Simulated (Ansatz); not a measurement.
# Br: what the fields show

```
Br
1.0
     2.60966    0.00000    0.00000
     0.00000    3.27783    0.00000
     0.00000    0.00000    7.04372
Br
2
Direct
  0.00000 0.00000 0.00000
  0.50000 0.50000 0.50000
```

Space group Immm; a structure from a database of computed crystals, not necessarily the ambient phase; computed without spin polarisation.

Computed with Ansatz 0.2.0, DFT PBE+D3(BJ), scalar-relativistic, plane waves, PAW.

The density is the valence pseudo-density of a PAW calculation; it isn't the true density close to the nuclei.

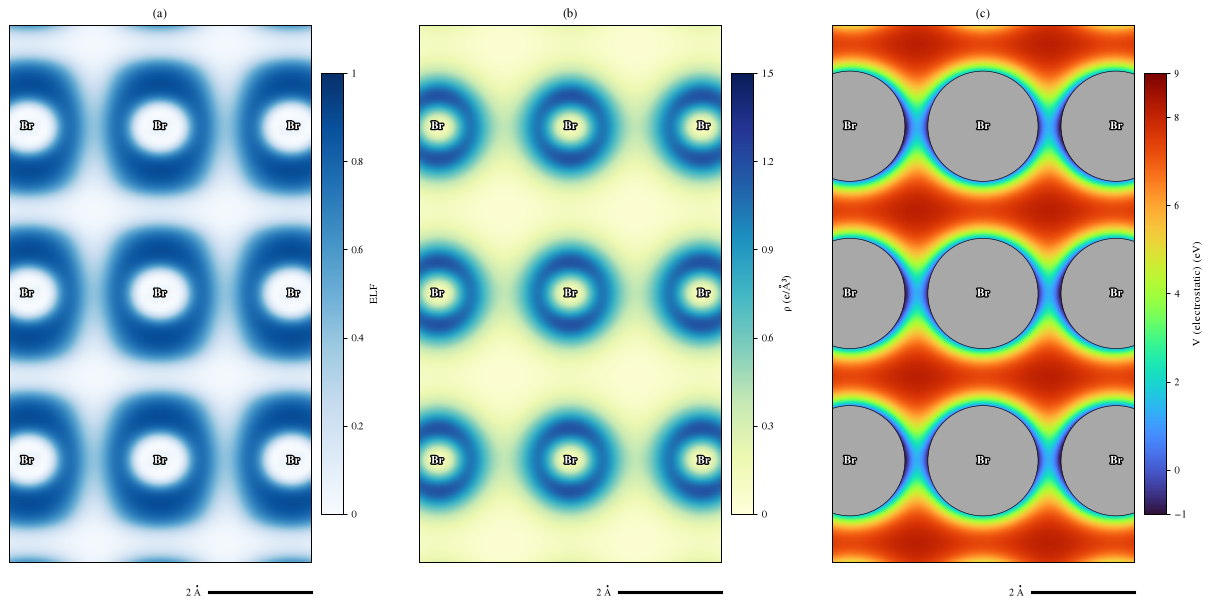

Figure 1. (a) ELF; (b) valence charge density (pseudo); (c) electrostatic potential (local pseudopotential plus Hartree) felt by an electron on the (001) plane of the conventional cell. Grey discs cover the atomic cores in the potential map.

**What do the fields say about this system?**

- Atoms in the plane: Br.
- Br–Br (2.61 Å): ρ at the midpoint is about 0.4 e/Å³; the ELF is about 0.40 at the midpoint.
- Between the atoms the lowest density in this plane is 0.04 e/Å³.
- The ELF also peaks beside Br, away from the bonds: lone-pair regions.
- Outside the cores the potential energy rises away from the atoms and is highest about 2.1 Å from the nearest atoms; its zero is arbitrary.

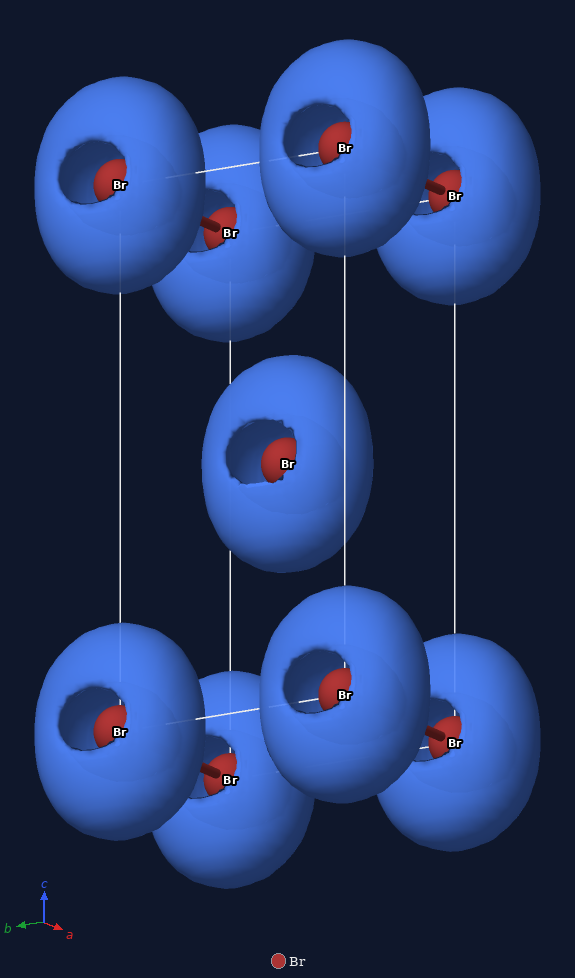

Figure 2. Isosurface of the ELF at 0.8 (blue), seen at an oblique angle. Core shells and regions of very low density are left out. Sticks mark near contacts.

**Describe the localisation domains.**

The ELF exceeds this value in two regions wrapped around Br (the valence shell of each), counted in one cell of 2 atoms. Regions shared between cells count once.

**Metal or insulator at this level of theory?**

It is gapless in this calculation (a metal or semimetal).
